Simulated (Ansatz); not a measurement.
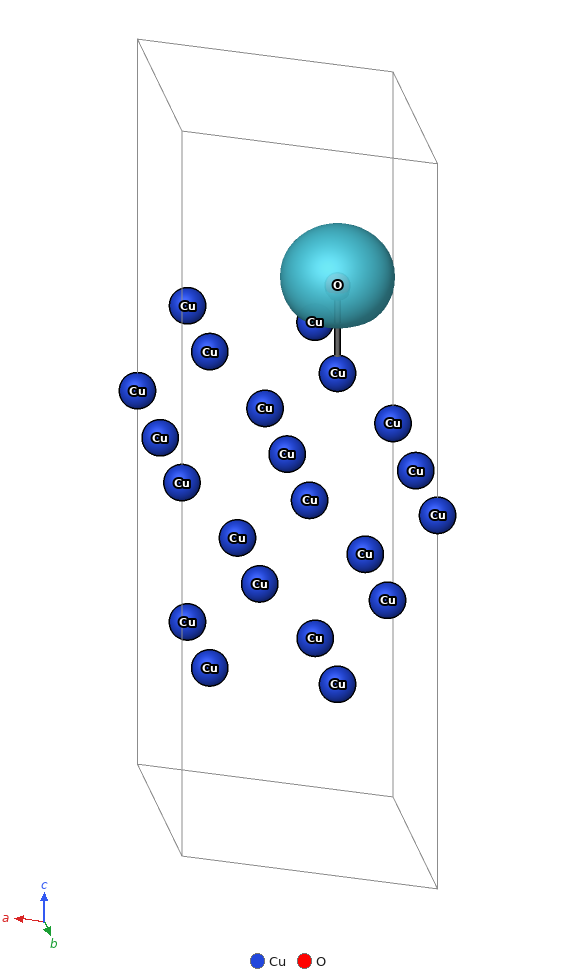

Cu16O (slab). Isosurface of the ELF at 0.55 (cyan), seen at an oblique angle. Only the valence region is drawn (cores and ρ < 0.01 e/Å³ removed). Sticks mark near contacts.

Computed without spin polarisation.

Theory: DFT PBE+D3(BJ), scalar-relativistic, plane waves, PAW (Ansatz).

### Identify the bonds, lone pairs and shells in this picture.

At this value the surface marks out one region wrapped around O (its valence shell), counted in one cell of 17 atoms. Counts are for one cell; the picture repeats the cell along the surface.

Values along the shortest contacts:
Cu–O (1.73 Å): the ELF peaks at about 0.80 in the valence shell of O, 0.5 Å from its nucleus, and is about 0.30 at the midpoint.

### Metal or insulator at this level of theory?

It is metallic or semimetallic at this level of theory: no gap opens.
